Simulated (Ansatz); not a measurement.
Input

```
crystal:
  lattice:
    - [-0.0660881072, 2.7926646947, 2.7926646947]
    - [2.7926646947, -0.0660881072, 2.7926646947]
    - [2.7926646947, 2.7926646947, -0.0660881072]
  atoms:
    - { symbol: Na, position: [0.0, 0.0, 0.0] }
    - { symbol: Cl, position: [0.5, 0.5, 0.5] }
kpoints:
  mp_grid: { grid: [8, 8, 8] }
  band_path:
    path:
      - [0.0, 0.0, 0.0]
      - [0.5, 0.0, 0.5]
      - [0.625, 0.25, 0.625]
      - [0.375, 0.375, 0.75]
      - [0.5, 0.5, 0.5]
      - [0.5, 0.25, 0.75]
    npoints: 1
hamiltonian:
  xc: pbe
scf:
  occupations: { method: fermi_dirac, width: 0.02 }
  n_extra_bands: 4
output:
  forces: true
  stress: true
  eigenvalues: true
  write_density: true
  write_potential: true
  elf: true
  volumetric_format: npy
```

Command:

```sh
ansatz run input.yaml --threads 2 --pin off --max-ram 29491MiB --backend cpu --events-out ev --progress --plain --runs-dir out
```

Below, planes, directions and counts refer to the conventional cell (a = 4.04 Å, b = 4.04 Å, c = 9.56 Å, α = 90.00°, β = 90.00°, γ = 120.00°).

Space group R-3m; started from the rocksalt prototype, which need not be the ambient phase; changed on purpose from its base cell (epitaxial 111 strain +2.0%).

Method: DFT, PBE, plane waves, PAW (Ansatz 0.2.0).

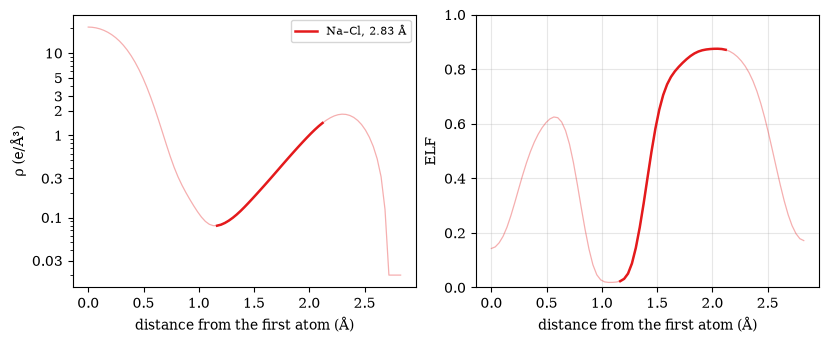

NaCl. Valence electron density and electron localisation function along straight lines between neighbouring atoms. Thin, pale parts lie inside the atomic spheres.

Core electrons are frozen (PAW), and the valence fields are smoothed inside the atomic spheres.

Q: What can be read from the curves?

A: Na–Cl (2.83 Å): ρ at the midpoint is about 0.13 e/Å³; the ELF peaks at about 0.90 in the valence shell of Cl, 0.8 Å from its nucleus, and falls to about 0 next to Na (a closed-shell, largely ionic contact).
